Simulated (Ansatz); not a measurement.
# Geometry relaxation of ZnSe (part 2 of 2)

Continued. System: ZnSe (P4/nmm, 4 atoms in the cell). Method: DFT LDA, scalar-relativistic, plane waves, PAW, PAW set soft_1, no spin polarisation (Ansatz 0.2.0); cutoff 520 eV, 8×8×6 k-mesh, Gaussian smearing of 0.02 eV. The structure derives from a Materials Project entry.

Geometry of the input (Å; fractional positions):
```
3.9886  0.0000  0.0000
0.0000  3.9886  0.0000
0.0000  0.0000  5.2656
Zn 0.0000  0.0000  0.0000
Zn 0.5000  0.5000  0.0000
Se 0.0000  0.5000  0.2791
Se 0.5000  0.0000  0.7209
```

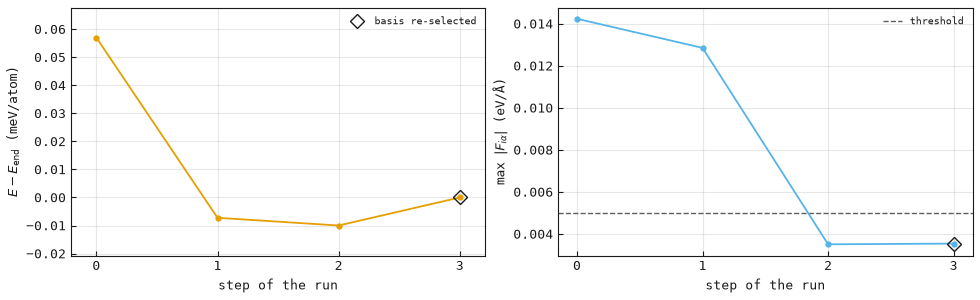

Progress of the relaxation, step by step (the first geometry is step 0 here and step 1 in the log). The atoms keep their places relative to the cell (all moves are under 0.005 Å). The energy falls by 0.1 meV per atom in 2 geometry steps. The largest force component goes from 0.014 to 0.0035 eV/Å. Pressure: −0.22 GPa at the start and 0.01 GPa at the end. A last SCF at the same geometry on a re-selected plane-wave basis shifts the energy by +0.0 meV per atom.

```
basis re-selected at this cell: Δ(F+E_penalty+E_count) = +4.003e-5 eV, ΔP = +0.000 GPa vs the last step (what re-selecting the basis moved, of the pressure what is left beyond the Pulay correction that the steps carried, after the strain that the cell walked since its last selection, with what the two solves' SCF thresholds leave and, on support functions, any second-order correction that the steps lacked; it is no measure of the basis error at this ecutwfc). This SCF's stress stands 1.64e-2 GPa from its target on what of the cell is left free (relax.cell.stress_tol is 5.00e-2 GPa) and its largest allowed force component is 3.54e-3 eV/Å (relax.f_tol is 5.00e-3 eV/Å): within both
SCF converged after 5 iterations
Free energy (F): -17261.017655 eV
Harris-Foulkes:  -17261.017655 eV  (|F-HF|=2.55e-11)
Internal energy: -17261.017655 eV  (E = F + TS)
E sigma→0 (E₀):  -17261.017655 eV
Fermi energy:    8.283049 eV
--- Per-component energies (eV) ---
  E_band       = -749.404745
  E_kinetic    = 519.938448
  E_local      = -9575.339505  (includes V_loc(G=0)·N_el)
  E_nonlocal   = 945.596857
  E_hartree    = 4440.889399
  E_xc         = -325.997784
  E_vxc        = -285.652869  (∫ρ·V_xc dr)
  E_paw        = -7743.195804  (= ΣΔE_a)
  E_vpaw       = -1235.726478  (= ΣTr[D̂ρ^β])
  E_aug_tail   = 0.000169  (compensation charges beyond the density's cutoff)
  E_ewald      = -5530.458443
  E_core_change = 7.549007  (= ΣΔE_core)
  E_smearing   = -0.000000  (= −TS)
  E_closure    = 0.000000  (closes the sum)
  Σ components = -17261.017655   (vs F -17261.017655, Δ=0.00e0)
--- Forces (eV/Å), atoms counted from 1 ---
  atom   1  Zn     0.00000000     0.00000000     0.00000000
  atom   2  Zn     0.00000000     0.00000000    -0.00000000
  atom   3  Se     0.00000000     0.00000000     0.00354151
  atom   4  Se     0.00000000     0.00000000    -0.00354151
  max |Σ_I F_I| component: 4.34e-19 eV/Å
--- Stress (GPa, compression-positive) ---
        0.010527       0.000000       0.000000
        0.000000       0.010527       0.000000
        0.000000       0.000000       0.016379
  P = ⅓ Tr σ = 0.0125 GPa (0.125 kbar)
--- Band table (eV; the first three rows and the last of 60) ---
  k-point 0: bands = ["-39.7610", "-39.7610", "-39.7603", "-39.7603", "-39.7586", "-39.7583", "-39.7581", "-39.7577", "-39.7536", "-39.7531", "-6.3998", "-4.9553", "0.0457", "0.1116", "0.2276", "0.2276", "0.3570", "0.6872", "0.6872", "0.8219", "0.9040", "1.1570", "2.7693", "4.6495", "4.6495", "7.2725", "7.5036", "7.5036", "9.0624", "9.0762", "10.0362", "12.8603", "12.8603", "13.2878"]
  k-point 1: bands = ["-39.7610", "-39.7610", "-39.7603", "-39.7603", "-39.7586", "-39.7583", "-39.7581", "-39.7577", "-39.7536", "-39.7531", "-6.3255", "-5.0621", "0.0517", "0.1117", "0.2204", "0.2204", "0.3234", "0.6882", "0.6882", "0.8242", "0.9040", "1.1570", "2.9069", "4.7493", "4.7493", "6.7690", "7.2977", "7.2977", "9.1508", "9.5347", "10.4733", "12.8789", "13.1130", "13.1130"]
  k-point 2: bands = ["-39.7609", "-39.7609", "-39.7604", "-39.7604", "-39.7585", "-39.7583", "-39.7580", "-39.7578", "-39.7535", "-39.7531", "-6.1239", "-5.3273", "0.0690", "0.1119", "0.2064", "0.2064", "0.2600", "0.6901", "0.6901", "0.8287", "0.9040", "1.1570", "3.2036", "4.9956", "4.9956", "6.0516", "6.8611", "6.8611", "9.3281", "10.3334", "11.3992", "12.1972", "13.6750", "13.6750"]
  k-point 59: bands = ["-39.7610", "-39.7610", "-39.7606", "-39.7606", "-39.7583", "-39.7583", "-39.7574", "-39.7574", "-39.7534", "-39.7534", "-5.0814", "-5.0814", "0.0335", "0.0335", "0.5448", "0.5448", "0.6920", "0.6920", "0.7386", "0.7386", "0.8129", "0.8129", "3.0099", "3.0099", "3.9913", "3.9913", "4.2397", "4.2397", "12.5355", "12.5355", "12.8813", "12.8813", "15.8516", "15.8516"]
--- Relaxed structure (3 steps of the walk, 3 accepted, 1 SCFs on fresh bases) ---
  F+E_penalty+E_count = -17261.01765514 eV   max|allowed force component| = 3.542e-3 eV/Å   (the final SCF, on the basis selected at the relaxed cell)
  cell:  # Å, volume = 83.3631 Å³
    - [3.982479211347979, 0.0, 0.0]
    - [0.0, 3.982479211347979, 0.0]
    - [0.0, 0.0, 5.256141662007052]
  atoms:
    - { symbol: Zn, position: [3.620531353991356e-36, -7.367788673161082e-38, 1.4630143319165732e-34] }
    - { symbol: Zn, position: [0.5000000000000001, 0.5000000000000001, 0.0] }
    - { symbol: Se, position: [-2.1558149657669323e-36, 0.5000000000000001, 0.2797006005188716] }
    - { symbol: Se, position: [0.5000000000000001, 2.6818750770306333e-37, 0.7202993994811285] }
```

Trajectory as extended XYZ (Å, eV, eV/Å), 4 frames, from step=1 to step=4
```
4
Lattice="3.9886 0.0000 0.0000 0.0000 3.9886 0.0000 0.0000 0.0000 5.2656" Properties=species:S:1:pos:R:3:forces:R:3 step=1 energy=-17261.01743 pressure_GPa=-0.22
Zn    0.0000    0.0000    0.0000    0.0000   0.0000   0.0000
Zn    1.9943    1.9943    0.0000    0.0000   0.0000   0.0000
Se    0.0000    1.9943    1.4697    0.0000   0.0000  -0.0142
Se    1.9943    0.0000    3.7959    0.0000   0.0000   0.0142
4
Lattice="3.9821 0.0000 0.0000 0.0000 3.9821 0.0000 0.0000 0.0000 5.2538" Properties=species:S:1:pos:R:3:forces:R:3 step=2 energy=-17261.01768 pressure_GPa=-0.03
Zn    0.0000    0.0000    0.0000    0.0000   0.0000   0.0000
Zn    1.9911    1.9911    0.0000    0.0000   0.0000   0.0000
Se    0.0000    1.9911    1.4717    0.0000   0.0000  -0.0129
Se    1.9911    0.0000    3.7821    0.0000   0.0000   0.0129
4
Lattice="3.9825 0.0000 0.0000 0.0000 3.9825 0.0000 0.0000 0.0000 5.2561" Properties=species:S:1:pos:R:3:forces:R:3 step=3 energy=-17261.01769 pressure_GPa=0.01
Zn    0.0000    0.0000    0.0000    0.0000   0.0000   0.0000
Zn    1.9912    1.9912    0.0000    0.0000   0.0000   0.0000
Se    0.0000    1.9912    1.4701    0.0000   0.0000   0.0035
Se    1.9912    0.0000    3.7860    0.0000   0.0000  -0.0035
4
Lattice="3.9825 0.0000 0.0000 0.0000 3.9825 0.0000 0.0000 0.0000 5.2561" Properties=species:S:1:pos:R:3:forces:R:3 step=4 energy=-17261.01765 pressure_GPa=0.01
Zn    0.0000    0.0000    0.0000    0.0000   0.0000   0.0000
Zn    1.9912    1.9912    0.0000    0.0000   0.0000   0.0000
Se    0.0000    1.9912    1.4701    0.0000   0.0000   0.0035
Se    1.9912    0.0000    3.7860    0.0000   0.0000  -0.0035
```

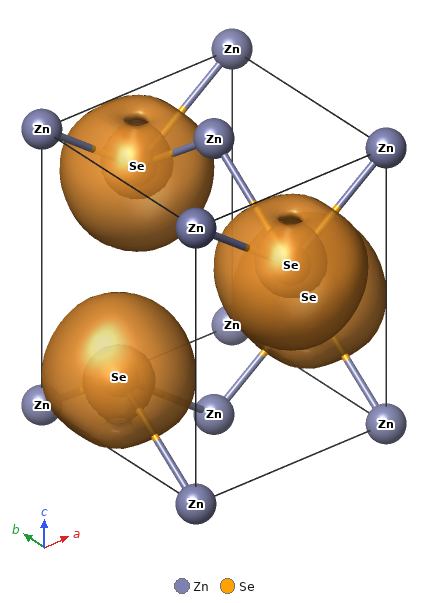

Isosurface of the ELF at 0.65 (orange), seen at an oblique angle. Core shells and regions of very low density are left out. Sticks mark near contacts. The outline is the cell set on symmetry axes. Along the contacts the grid gives the following. Zn–Se (2.48 Å): the ELF is about 0.55 at the midpoint. The fields are those of the smooth PAW valence density.

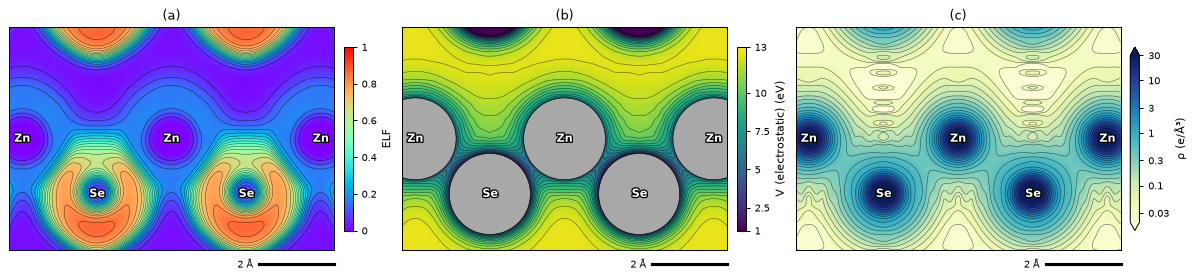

(a) ELF; (b) electrostatic potential (local pseudopotential plus Hartree) felt by an electron; (c) valence electron density on the (100) plane of the conventional cell. Grey discs, where drawn, cover atomic cores. Atoms in the plane: Zn and Se. Zn–Se (2.48 Å): ρ is about 0.44 e/Å³ halfway; the ELF is about 0.55 at the midpoint. The density dies away to nearly zero in the voids. Outside the cores the potential energy rises away from the atoms and is highest about 2.3 Å from the nearest atoms; outside the discs it spans about 11 eV, and its zero is arbitrary.

Summary

| quantity | value |
| --- | --- |
| outcome | converged |
| space group (tolerance 0.01 Å) | P4/nmm (129) |
| electrons treated | 56 |
| free energy | −17261.0177 eV |
| Fermi energy | 8.283 eV |
| gap on the k-point mesh | 1.56 eV |
| pressure | 0.01 GPa |
| final volume | 83.36 Å³ |
| largest force (length of the vector) at the end | 0.004 eV/Å |
| final cell | a = 3.982 Å, b = 3.982 Å, c = 5.256 Å, α = 90.00°, β = 90.00°, γ = 90.00° |
| wall time | 58 s (CPU time 1.9 min) |
| peak memory | 0.49 GiB |

Remarks

Warnings of the run: the PAW datasets were made with another functional.
